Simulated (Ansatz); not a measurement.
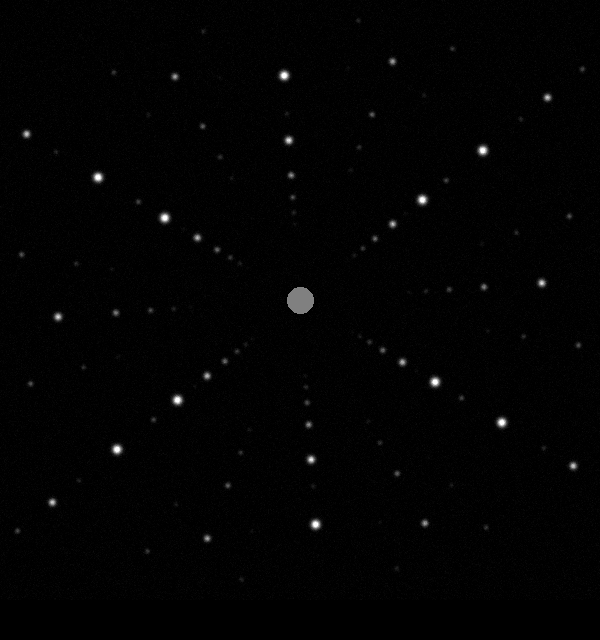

Simulated back-reflection Laue pattern (white X-rays, 0.45 to 2.2 Å, flat plate covering ±45° about the beam, kinematic intensities, seen from the source).

Q: Which symmetry elements lie along the beam?

A: 2mm: a twofold axis with two mirror lines.

The crystal is Ni, space group Im-3m (No. 229), a = 2.79 Å. Structure: the input geometry of an electronic-structure calculation (not necessarily at equilibrium); the starting structure was generated, so it need not be a known form of this composition.

Q: Which direction points towards the source?

A: [110] or one equivalent to it by a rotation of the Laue group. In Laue class m-3m no other family of directions with a member of indices 0 and ±1 has this symmetry.
